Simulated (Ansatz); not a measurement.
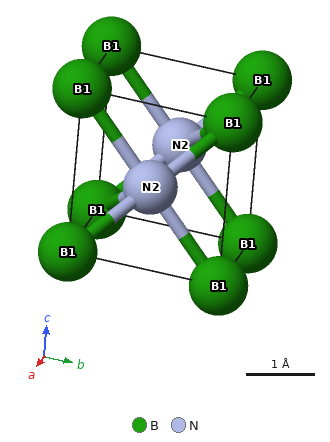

The structure as given in the input (ball-and-stick view of the reduced cell, seen slightly off an axis; atoms are numbered from 1 in the order of the input).

# What a change does: band-structure calculation on BN

System: BN (2 atoms in the cell).
Method of run A: DFT, r2SCAN, plane waves, PAW, no spin polarisation (Ansatz 0.2.0).

The structure was built on a prototype by a generator. The geometry comes from this level: r2SCAN (a point of a series of strains). Text and figures count atoms from 1; the logs count them from 0 in places.

**The input, run A**
```yaml
crystal:
  lattice:
    - [0.0, 1.7786474625, 1.745825935]
    - [1.7786474625, 0.0, 1.745825935]
    - [1.7786474625, 1.7786474625, 0.0]
  atoms:
    - { symbol: B, position: [0.0, 0.0, 0.0] }
    - { symbol: "N", position: [0.5, 0.5, 0.5] }
kpoints:
  mp_grid: { grid: [12, 12, 12] }
  band_path:
    path:
      - [0.0, 0.0, 0.0]
      - [0.5, 0.0, 0.5]
      - [0.625, 0.25, 0.625]
      - [0.375, 0.375, 0.75]
      - [0.5, 0.5, 0.5]
      - [0.5, 0.25, 0.75]
      - [0.0, 0.1666666667, -0.1666666667]
    npoints: 1
hamiltonian:
  xc: r2scan
scf:
  occupations: { method: fixed }
  n_extra_bands: 4
output:
  forces: true
  stress: true
  eigenvalues: true
```

Hardware: 4 threads of an Arm (aarch64) CPU, shared host.

**Output, shortened to warnings, some set-up lines, iterations and results (run A)**
```
Basis set: ecut = 500 eV, 283 PW (Γ), exchange–correlation on 80×80×80 points (64 copies of the dense FFT grid, shifted against one another)
Symmetry: 16 space group operations
k-points: 163 of 1728
Initial density: superposition of atomic densities (neutral atoms: chi_scale 0, normalization atom), corrected by the library's trained network
[...]
SCF iter   1: F=—  HF=-540.125804 eV  |F-HF|=—  |Δ(HF+E_count)|=         —  Δρ=2.41e-2  dr2=5.91e-2  dr2_τ=2.27e-1  ethr=1.77e-3  ⟨swp⟩=4.0  Hψ=7592  notcnv=0  defer=306
SCF iter   2: F=—  HF=-540.232563 eV  |F-HF|=—  |Δ(HF+E_count)|=   1.07e-1  Δρ=8.44e-3  dr2=2.47e-3  dr2_τ=1.95e-3  ethr=7.39e-4  ⟨swp⟩=2.3  Hψ=3541  notcnv=0  defer=317
SCF iter   3: F=—  HF=-540.233005 eV  |F-HF|=—  |Δ(HF+E_count)|=   4.42e-4  Δρ=3.82e-3  dr2=6.50e-4  dr2_τ=5.70e-5  ethr=3.08e-5  ⟨swp⟩=2.8  Hψ=2084  notcnv=0  defer=325
SCF iter   4: F=—  HF=-540.233041 eV  |F-HF|=—  |Δ(HF+E_count)|=   3.66e-5  Δρ=1.48e-3  dr2=7.98e-5  dr2_τ=7.94e-6  ethr=8.12e-6  ⟨swp⟩=2.0  Hψ=1635  notcnv=0  defer=325
SCF iter   5: F=—  HF=-540.233039 eV  |F-HF|=—  |Δ(HF+E_count)|=   1.95e-6  Δρ=3.74e-4  dr2=5.40e-6  dr2_τ=5.50e-7  ethr=9.98e-7  ⟨swp⟩=1.2  Hψ=1357  notcnv=0  defer=105
SCF iter   6: F=—  HF=-540.233039 eV  |F-HF|=—  |Δ(HF+E_count)|=   3.76e-7  Δρ=5.51e-5  dr2=1.64e-7  dr2_τ=1.28e-8  ethr=6.75e-8  ⟨swp⟩=2.2  Hψ=1955  notcnv=0  defer=239
SCF iter   7: F=-540.233039 eV  HF=-540.233039 eV  |F-HF|=1.60e-10  |Δ(HF+E_count)|=   1.58e-8  Δρ=6.70e-6  dr2=1.97e-9  dr2_τ=7.90e-11  ethr=1.25e-9  ⟨swp⟩=6.0  Hψ=6883  …
SCF 1 converged in 7 iterations: F = -540.233039 eV  dr2 = 1.97e-9
NSCF: frozen V_eff on 7 k-points
SCF converged after 7 iterations
Free energy (F): -540.233039 eV
Harris-Foulkes:  -540.233039 eV  (|F-HF|=1.60e-10)
Internal energy: -540.233039 eV  (E = F + TS)
E sigma→0 (E₀):  -540.233039 eV
Fermi energy:    13.884891 eV
--- Per-component energies (eV) ---
  E_band       = 39.237631
  E_kinetic    = 181.500092
  E_local      = -130.163535  (includes V_loc(G=0)·N_el)
  E_nonlocal   = 54.888674
  E_hartree    = 37.317312
  E_xc         = -91.125029
  E_vxc        = -126.563502  (∫ρ·V_xc dr)
  E_paw        = -208.593507  (= ΣΔE_a)
  E_vpaw       = -22.187116  (= ΣTr[D̂ρ^β])
  E_aug_tail   = 0.000021  (compensation charges beyond the density's cutoff)
  E_vtau       = 7.128598  (kinetic-family band-sum trace: ∫τ·v_τ [+ j·A + Jᵃ·Aᵃ] dr)
  E_ewald      = -384.009060
  E_core_change = -0.048007  (= ΣΔE_core)
  E_smearing   = -0.000000  (= −TS)
  E_closure    = 0.000000  (closes the sum)
  Σ components = -540.233039   (vs F -540.233039, Δ=0.00e0)
--- Forces (eV/Å), atoms counted from 1 ---
  atom   1  B     -0.00000000     0.00000000    -0.00000000
  atom   2  N      0.00000000    -0.00000000     0.00000000
  max |Σ_I F_I| component: 5.92e-30 eV/Å
--- Stress (GPa, compression-positive) ---
      -14.412887       0.000000       0.000000
        0.000000     -14.412887       0.000000
        0.000000       0.000000     -11.796639
  P = ⅓ Tr σ = -13.5408 GPa (-135.408 kbar)
```

For run B the input was changed thus:
```diff
-  xc: r2scan
+  xc: pbe
-  occupations: { method: fixed }
+  occupations: { method: fermi_dirac, width: 0.02 }
```

What does this change do to the results?

The total energies belong to different methods, so their difference says nothing on which is more stable or more accurate. The gap on the mesh goes from 0.77 to 0.65 eV. The pressure goes from −13.54 to −9.57 GPa. The functional changes from r2SCAN to PBE. The SCF takes 6 iterations against 7. The default cutoff goes from 500 to 420 eV with the change. The plane waves at Γ go from 283 to 197.

**Output, shortened to warnings, some set-up lines, iterations and results (run B)**
```
Basis set: ecut = 420 eV, 197 PW (Γ), exchange–correlation on 36×36×36 points (8 copies of the dense FFT grid, shifted against one another)
Symmetry: 16 space group operations
k-points: 163 of 1728
Initial density: superposition of atomic densities (neutral atoms: chi_scale 0, normalization atom), corrected by the library's trained network
[...]
SCF iter   1: F=—  HF=-538.763237 eV  |F-HF|=—  |Δ(HF+E_count)|=         —  Δρ=1.19e-2  dr2=1.30e-2  ethr=1.77e-3  ⟨swp⟩=4.8  Hψ=8413  notcnv=0
SCF iter   2: F=—  HF=-538.760709 eV  |F-HF|=—  |Δ(HF+E_count)|=   2.53e-3  Δρ=4.46e-3  dr2=1.84e-3  ethr=1.62e-4  ⟨swp⟩=2.0  Hψ=3068  notcnv=0
SCF iter   3: F=—  HF=-538.760453 eV  |F-HF|=—  |Δ(HF+E_count)|=   2.56e-4  Δρ=4.85e-4  dr2=1.17e-5  ethr=2.30e-5  ⟨swp⟩=2.8  Hψ=2383  notcnv=0
SCF iter   4: F=—  HF=-538.760462 eV  |F-HF|=—  |Δ(HF+E_count)|=   9.03e-6  Δρ=5.26e-5  dr2=2.33e-7  ethr=1.47e-7  ⟨swp⟩=2.5  Hψ=1928  notcnv=0
SCF iter   5: F=-538.760462 eV  HF=-538.760462 eV  |F-HF|=9.38e-10  |Δ(HF+E_count)|=   4.41e-8  Δρ=7.47e-6  dr2=3.93e-9  ethr=2.91e-9  ⟨swp⟩=1.3  Hψ=1393  notcnv=0
SCF iter   6: F=-538.760462 eV  HF=-538.760462 eV  |F-HF|=1.48e-12  |Δ(HF+E_count)|=  4.03e-10  Δρ=3.33e-7  dr2=5.05e-12  ethr=4.91e-11  ⟨swp⟩=1.6  Hψ=3921  notcnv=0
SCF 1 converged in 6 iterations: F = -538.760462 eV  dr2 = 5.05e-12
NSCF: frozen V_eff on 7 k-points
SCF converged after 6 iterations
Free energy (F): -538.760462 eV
Harris-Foulkes:  -538.760462 eV  (|F-HF|=1.48e-12)
Internal energy: -538.760462 eV  (E = F + TS)
E sigma→0 (E₀):  -538.760462 eV
Fermi energy:    14.320210 eV
--- Per-component energies (eV) ---
  E_band       = 43.243146
  E_kinetic    = 181.253048
  E_local      = -130.238527  (includes V_loc(G=0)·N_el)
  E_nonlocal   = 55.733928
  E_hartree    = 36.624940
  E_xc         = -92.491706
  E_vxc        = -115.154933  (∫ρ·V_xc dr)
  E_paw        = -205.633179  (= ΣΔE_a)
  E_vpaw       = -21.600331  (= ΣTr[D̂ρ^β])
  E_aug_tail   = 0.000094  (compensation charges beyond the density's cutoff)
  E_ewald      = -384.009060
  E_smearing   = -0.000000  (= −TS)
  E_closure    = 0.000000  (closes the sum)
  Σ components = -538.760462   (vs F -538.760462, Δ=0.00e0)
--- Forces (eV/Å), atoms counted from 1 ---
  atom   1  B     -0.00000000    -0.00000000     0.00000000
  atom   2  N      0.00000000     0.00000000     0.00000000
  max |Σ_I F_I| component: 5.92e-30 eV/Å
--- Stress (GPa, compression-positive) ---
      -10.588551       0.000000       0.000000
        0.000000     -10.588551      -0.000000
        0.000000       0.000000      -7.531571
  P = ⅓ Tr σ = -9.5696 GPa (-95.696 kbar)
```

**The two runs side by side**

```csv
quantity,run A,run B
outcome,converged,converged
free energy per atom (eV),−270.1165,−269.3802
gap on the mesh (eV),0.77,0.65
pressure (GPa),−13.54,−9.57
largest force (eV/Å),0.000,0.000
SCF iterations,7,6
irreducible k-points,163,163
plane waves at Γ,283,197
wall time (shared host),1.6 s,0.86 s
```

For run A: The cell is under a tension of 13.5 GPa at this level, so it is not at its equilibrium volume. For run B: The cell is under a tension of 9.6 GPa at this level, so it is not at its equilibrium volume.
